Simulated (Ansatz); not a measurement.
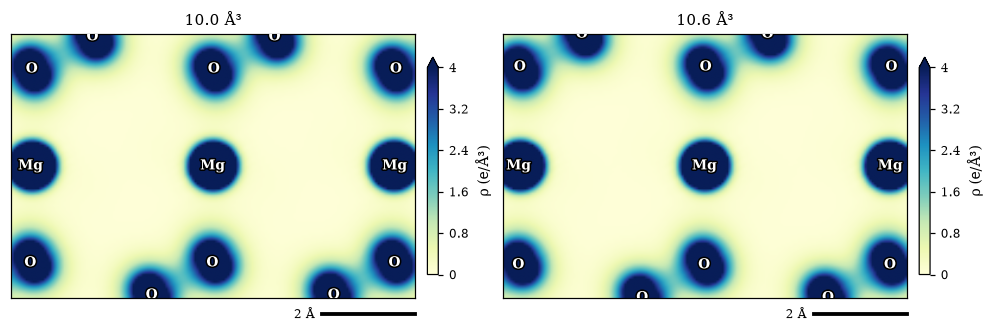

MgO2. The valence charge density (pseudo) of cells scaled evenly to different volumes (given per atom above each panel), on the (011̄) plane of each (indices in the axes of the cell below), at one length scale and on one colour scale.

A structure from a database of computed crystals, not necessarily the ambient phase.

The calculation used Kohn-Sham DFT of a periodic cell, r2SCAN, Ansatz PAW (Ansatz).

In a PAW calculation such maps are meaningful between the atoms, not at the nuclei.

The largest cell:

```cif
data_structure
_symmetry_space_group_name_H-M 'P 1'
_symmetry_Int_Tables_number 1
_cell_length_a 3.9811
_cell_length_b 3.9811
_cell_length_c 3.9811
_cell_angle_alpha 47.878
_cell_angle_beta 47.878
_cell_angle_gamma 47.878
_cell_volume 31.79
loop_
_atom_site_label
_atom_site_type_symbol
_atom_site_fract_x
_atom_site_fract_y
_atom_site_fract_z
_atom_site_occupancy
Mg1 Mg 0.00000 0.00000 0.00000 1
O1 O 0.57121 0.57121 0.57121 1
O2 O 0.42879 0.42879 0.42879 1
```

| volume (Å³/atom) | O–O contact in the plane (Å) | ρ at its midpoint (e/Å³) | pressure (GPa) | gap on the mesh (eV) | 
| --- | --- | --- | --- | --- |
| 9.97 | 1.473 | 1.785 | 0.0 | 3.21 | 
| 10.18 | 1.483 | ? | ? | ? | 
| 10.60 | 1.503 | 1.646 | −7.8 | 2.83 | 

Estimate the missing row, and compare with the calculation.

Answer. Over the known rows ln ρ falls by 2.70 per Å of O–O distance (the line through the two), which gives 1.737 e/Å³ at 1.483 Å; the calculation gives 1.737 e/Å³. For the pressure, a straight line in volume between the neighbouring rows gives −2.6 GPa; the calculation gives −2.8. For the gap on the mesh, a straight line in volume between the neighbouring rows gives 3.08 eV; the calculation gives 3.08.
